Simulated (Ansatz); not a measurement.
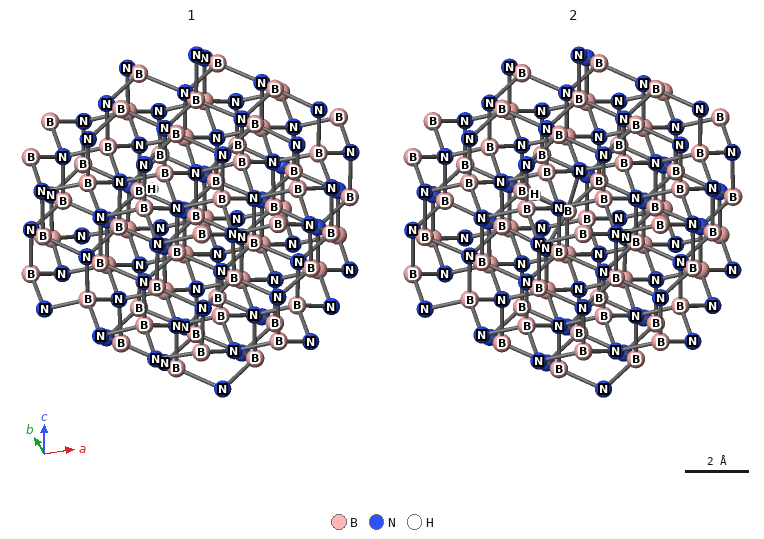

Two geometries of a defect cell of composition B₄₈N₄₈H (cell charge −1), drawn at one scale. One is the start of a relaxation, the other its converged end. Style: ball-and-stick. Shown: the atoms within 5.8 Å of the atom that moves most (axes of the cell of the calculation (origin shifted)), from a free direction.

All numbers below come from DFT, PBEsol, PAW, plane waves (Ansatz 0.2.0). Settings: plane-wave cutoff 420 eV; k-point mesh 1 × 1 × 1; mesh shifted by (0.25, 0.25, 0.25); no spin polarisation; atoms relaxed in a fixed cell; force threshold 0.03 eV/Å; at most 80 steps.

Question: Which geometry has the lower energy?

Answer: Structure 2 is the relaxed one. The energy falls by 3.639 eV per cell of the calculation in 11 geometry steps. Largest force component: 3 eV/Å at the start, 0.018 eV/Å at the end. A B atom moves most: 0.37 Å along [−2 1 1]. Largest moves by element: B 0.37 Å, H 0.21 Å, N 0.12 Å. The lattice vectors keep their values. Near-neighbour distances that change, for instance: B–H 1.645 → 1.175 Å, B–N 1.605 → 2.040 Å, B–B 2.553 → 2.219 Å, B–B 2.517 → 2.211 Å. New bonds form: B–H (1.64 → 1.17 Å). Among the angles between lasting bonds that change: B–N–B 110.0° → 90.2°, B–N–B 108.6° → 90.7°, B–N–B 111.1° → 122.5°. The run took 37 s on 8 threads of Intel(R) Xeon(R) 6975P-C, peak memory 1.3 GiB.

Limits of the set-up: the periodic images lie only 7.6 Å apart, so the values are limited by the cell's size; the cell is charged, on a uniform background, and energies carry no finite-size correction.
